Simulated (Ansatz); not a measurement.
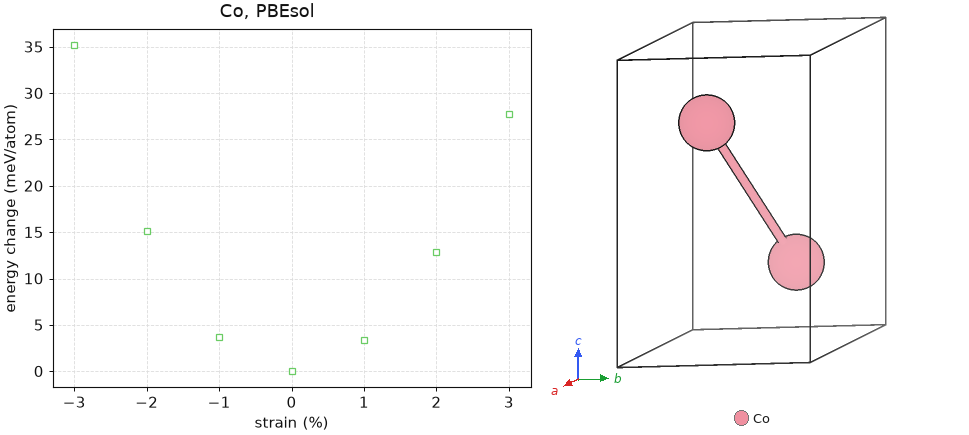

Plotted: energy change against strain for Co, space group P6_3/mmc (No. 194). The cell is drawn beside the plot.

Structure:
```xyz
2
Lattice="2.4559 0.0000 0.0000 -1.2280 2.1269 0.0000 0.0000 0.0000 3.9680" Properties=species:S:1:pos:R:3 pbc="T T T"
Co    0.0000    1.4179    0.9920
Co    1.2280    0.7090    2.9760
```

Computed with Ansatz 0.2.0: energy, stress and cell of a relaxed crystal along a series of strains, atoms and what the cell freedom names relaxed within the symmetry; stress is positive in compression; plane waves with PAW datasets, Γ-centred k mesh; energies extrapolated to zero smearing. Level: PBEsol, collinear spin. The state reached is ferromagnetic.

wave cutoff 420 eV; k mesh 21×21×10; occupations Gaussian; smearing width 0.1 eV; strain kind biaxial in the ab plane; cell freedom length and tilt of c free.

From this curve and the settings, what does the calculation give for the volume change, c/a and stress xx at the same points?

The volume change rises from −4.21 % at strain −3 % to 4.36 % at 3 %. The c/a falls from 1.6957 at strain −3 % to 1.5431 at 3 %. The stress xx falls from 19.33 GPa at strain −3 % to −13.21 GPa at 3 %, and changes sign near 0 %.

```json
{"strain (%)": "-3", "volume change (%)": "-4.21", "c/a": "1.6957", "stress xx (GPa)": "19.33"}
{"strain (%)": "-2", "volume change (%)": "-2.82", "c/a": "1.6683", "stress xx (GPa)": "12.13"}
{"strain (%)": "-1", "volume change (%)": "-1.42", "c/a": "1.6416", "stress xx (GPa)": "5.72"}
{"strain (%)": "0", "volume change (%)": "0.00", "c/a": "1.6157", "stress xx (GPa)": "0.00"}
{"strain (%)": "1", "volume change (%)": "1.44", "c/a": "1.5908", "stress xx (GPa)": "-5.04"}
{"strain (%)": "2", "volume change (%)": "2.90", "c/a": "1.5666", "stress xx (GPa)": "-9.40"}
{"strain (%)": "3", "volume change (%)": "4.36", "c/a": "1.5431", "stress xx (GPa)": "-13.21"}
```
